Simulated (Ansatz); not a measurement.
MnSi$_{31}$ (cell with a defect)

```
CELL_PARAMETERS angstrom
-5.43383 5.43383 5.43383
5.43383 -5.43383 5.43383
5.43383 5.43383 -5.43383
ATOMIC_POSITIONS crystal
Mn 0.25000 0.50000 0.00000
Si 0.25000 0.75003 0.74979
Si 0.25000 0.00000 0.50000
Si 0.50003 0.24979 0.00000
Si 0.25000 0.24979 0.25003
Si 0.50003 0.50000 0.74979
Si 0.50021 0.75021 0.50024
Si 0.75000 0.00000 0.00000
Si 0.50021 0.00024 0.25021
Si 0.74976 0.24997 0.74997
Si 0.75000 0.50000 0.50000
Si 0.99979 0.75003 0.00000
Si 0.75024 0.75021 0.25021
Si 0.99997 0.99976 0.74997
Si 0.99997 0.24997 0.49976
Si 0.99979 0.50000 0.25003
Si 0.99947 0.24947 0.74947
Si 0.99992 0.50000 0.50037
Si 0.00045 0.75008 0.25008
Si 0.25000 0.00037 0.74992
Si 0.99992 0.00037 0.00000
Si 0.25000 0.24992 0.50037
Si 0.25000 0.50000 0.25053
Si 0.50008 0.75008 0.75045
Si 0.25000 0.75053 0.00000
Si 0.49955 0.99963 0.49963
Si 0.50008 0.25045 0.25008
Si 0.75037 0.50000 0.74992
Si 0.50053 0.50000 0.00000
Si 0.74963 0.74955 0.49963
Si 0.74963 0.99963 0.24955
Si 0.75037 0.24992 0.00000
```

Spin-polarised.

All numbers below come from DFT PBEsol, scalar-relativistic, plane waves, PAW (Ansatz).

Core electrons are frozen (PAW), and the valence fields are smoothed inside the atomic spheres.

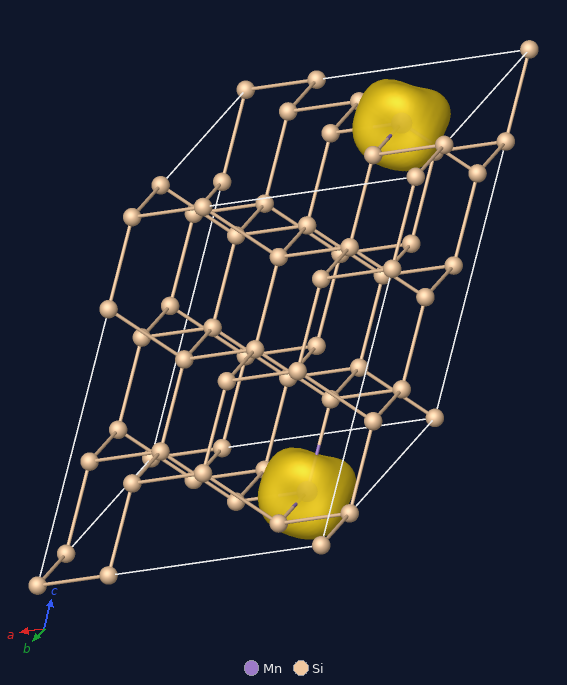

Figure 1. Isosurfaces of the spin density at +0.06 (yellow) and −0.06 e/Å³ (cyan), seen at an oblique angle. Sticks mark near contacts.

Question: Which atoms carry the moments, and with what signs?

Answer: The spin density sits on Mn: +2.7 μB in one cell of 32 atoms, with smaller moments on other sites: Si (up to −0.05 μB): a single local moment. The cell of the calculation (32 atoms) carries 3.0 μB of net spin moment.

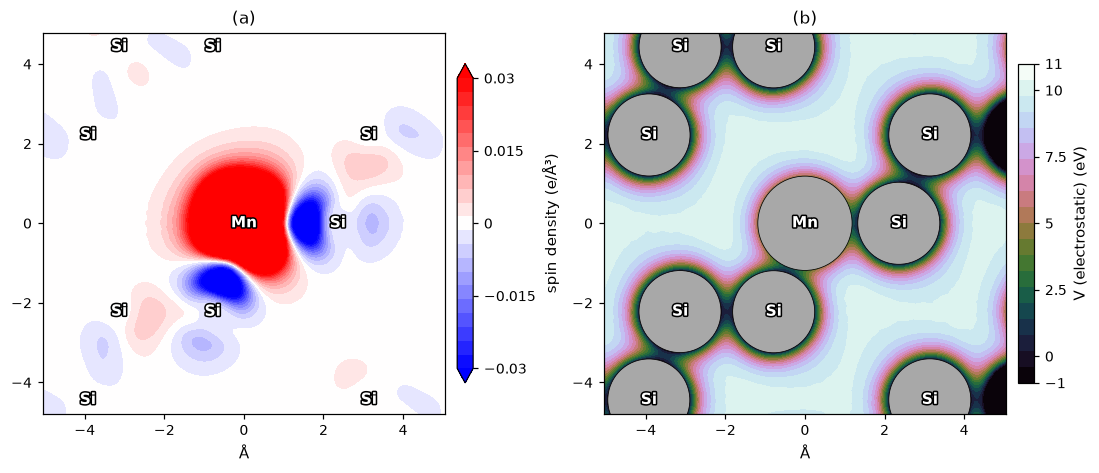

Figure 2. (a) magnetisation density (up minus down); (b) electrostatic potential energy of an electron on the (11̄0) plane of the calculation cell. Grey discs cover the atomic cores in the potential map.

Question: Interpret the plot.

Answer:
- Atoms in the plane: Mn and Si.
- Outside the cores the potential energy rises away from the atoms and is highest about 2.2 Å from the nearest atoms; its zero is arbitrary.

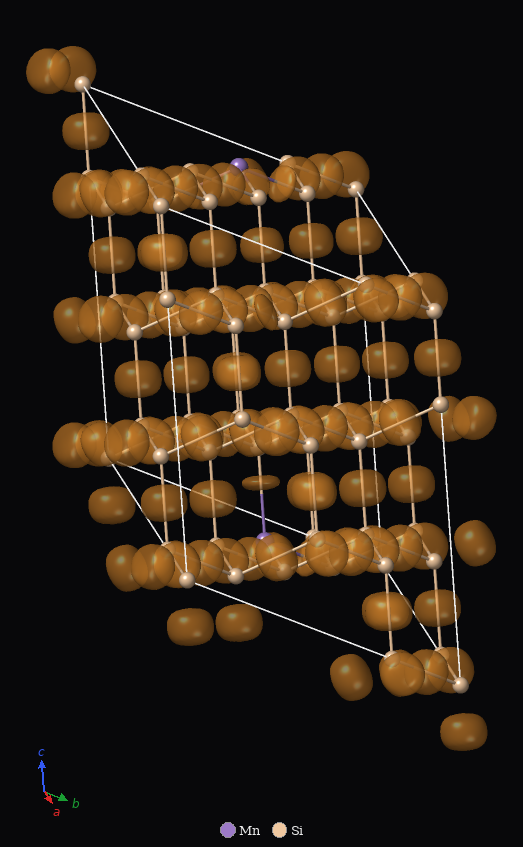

Figure 3. Isosurface of the ELF at 0.85 (orange), seen slightly off an axis. Core shells and regions of very low density are left out. Sticks mark near contacts.

Question: Identify the bonds, lone pairs and shells in this picture.

Answer: At this value the surface marks out 60 regions between bonded Si–Si atoms and four lobes of the valence shell of Si pointing towards Mn (polar bonds), counted in one cell of 32 atoms. Any copies at cell faces, edges or corners count once. Along the contacts the grid gives the following. Si–Si (2.35 Å): the ELF peaks at about 0.95 between the atoms. Mn–Si (2.36 Å): the ELF peaks at about 0.90 in the valence shell of Si, 0.9 Å from its nucleus, and is about 0.75 at the midpoint.

Question: Does the calculation give a band gap?

Answer: It is gapless in this calculation (a metal or semimetal).
